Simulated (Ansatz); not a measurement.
**HW₅S₁₀ (cell charge +1, with a compensating background) (cell with a defect): density, localisation and related maps**

```
W S H
1.0
     4.78162   -2.76067    0.00000
     1.59387   -0.92022   -7.47445
     6.37549    5.52134    0.00000
W S H
5 10 1
Cartesian
  6.4201 -3.5353 -7.3945
  4.7794 -0.8139 -7.4010
  7.9744 -0.8034 -7.4020
  6.3682 1.8966 -7.3967
  9.5102 1.9821 -7.3970
  3.1968 -1.7137 -5.8139
  6.3846 -1.7058 -5.8219
  4.7677 1.0148 -5.8205
  7.9597 1.0172 -5.8129
  11.1508 1.0341 -5.9401
  1.5921 -0.8005 -1.5100
  4.7875 -0.7999 -1.5041
  3.1829 1.9417 -1.5063
  6.3681 1.9496 -1.5124
  9.5599 1.9545 -1.4487
  6.3619 3.7947 -4.5717
```

Theory: DFT PBE, scalar-relativistic, plane waves, PAW (Ansatz 0.2.0).

The density is the valence pseudo-density of a PAW calculation; it isn't the true density close to the nuclei.

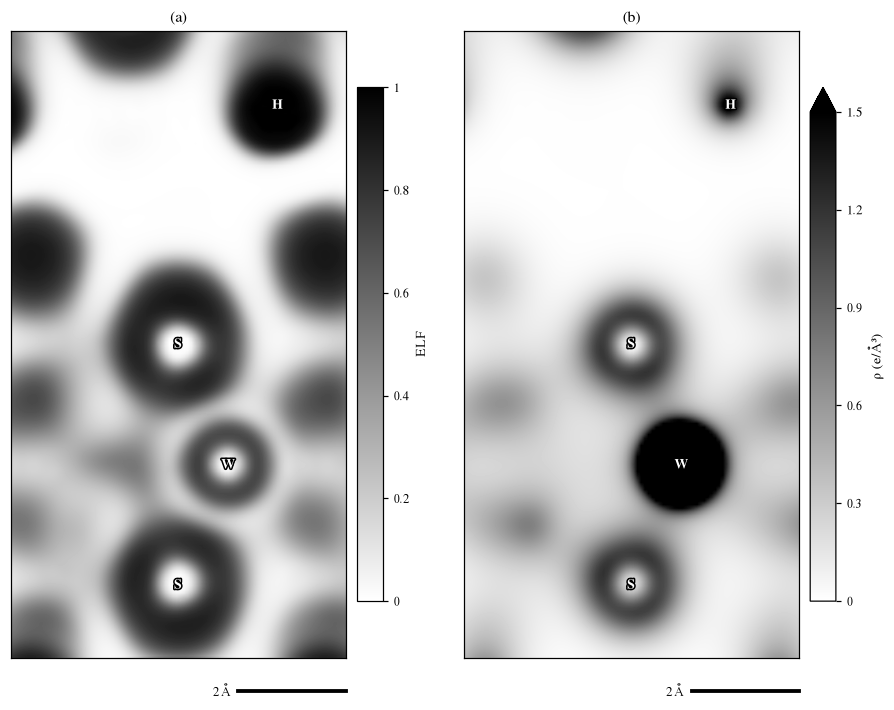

Figure 1. (a) ELF; (b) valence pseudo-density on the (011) plane of the calculation cell.

**Read the bonding off the picture.**

The plane passes through W, S and H nuclei.
W–S (2.42 Å): ρ is about 0.62 e/Å³ halfway; the ELF peaks at about 0.85 in the valence shell of S, 0.8 Å from its nucleus, and is about 0.50 at the midpoint.

Between the atoms the lowest density in this plane is 0.004 e/Å³.
The features right at W lie inside the PAW spheres, where the map follows smoothed inner orbitals and isn't to be read closely.

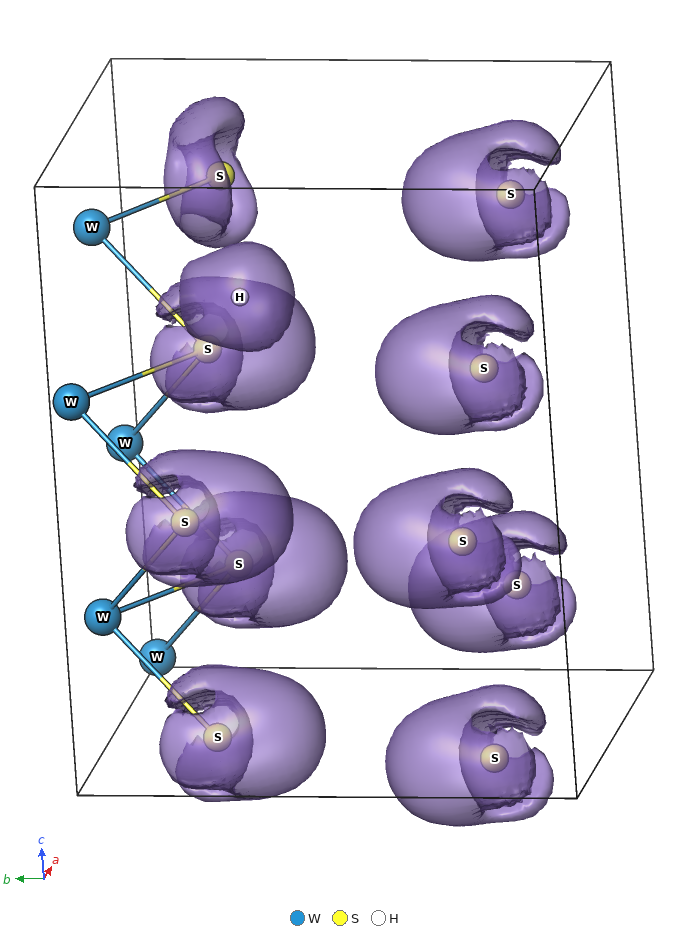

Figure 2. Isosurface of the electron localisation function at 0.8 (purple), seen at an oblique angle. Only the valence region is drawn (cores and ρ < 0.01 e/Å³ removed). Sticks mark near contacts.

**Where are the electrons localised?**

The ELF exceeds this value in one region around a hydrogen nucleus and ten regions wrapped around S (the valence shell of each), counted in one cell of 16 atoms. Any copies at cell faces, edges or corners count once.


S–H (1.37 Å): the ELF climbs to about 1 towards the hydrogen, as it does in any bond to H: a covalent bond by its length. W–S (2.39 Å): the ELF peaks at about 0.90 in the valence shell of S, 0.8 Å from its nucleus, and is about 0.45 at the midpoint.

**Does the calculation make it a metal, or give it a gap?**

It is gapped, with a Kohn–Sham gap of 1.7 eV on the k-point mesh, an upper bound to the gap of this method.
